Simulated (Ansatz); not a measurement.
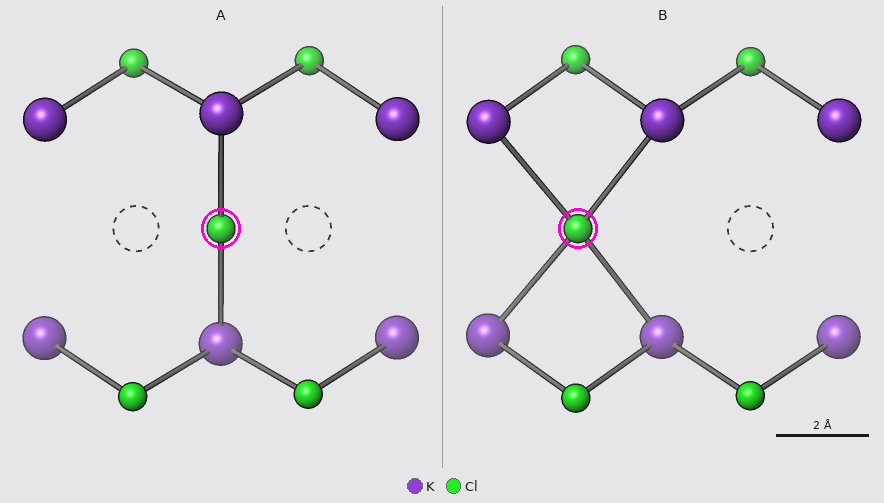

A vacancy jump of chlorine in KCl (Pm-3m phase), in a neutral cell with 23 atoms, whose images lie 9.4 Å apart. One frame is the relaxed vacancy; in the other the neighbouring Cl atom (ringed) was set half-way along its jump of 3.84 Å and all atoms were relaxed in the symmetry of that start. Dashed circles mark empty sites. Style: ball-and-stick. Shown: the slice 3.8 Å thick through the jump, out to 5.1 Å from its middle, across the jump.

Computed with Ansatz, DFT PBE, scalar-relativistic, plane waves, PAW. (plane-wave cutoff 420 eV; k-point mesh 4 × 4 × 2; occupations gaussian; smearing width 0.05 eV; no spin polarisation; atoms relaxed in a fixed cell; force threshold 0.02 eV/Å).

**What does the half-way point cost?**

Frame A is the half-way start after relaxation. It lies 0.53 eV above the relaxed vacancy. The atom stays half-way, on the straight line. The symmetry of the start was kept and can hold it there, so for a path with one hump at the middle this is the barrier or an upper bound to it. There it has 4 K as nearest neighbours, the closest at 2.92 Å. Both cells are metallic on the mesh.

Limits of the set-up: the cell has an odd number of electrons but was run without spin polarisation.
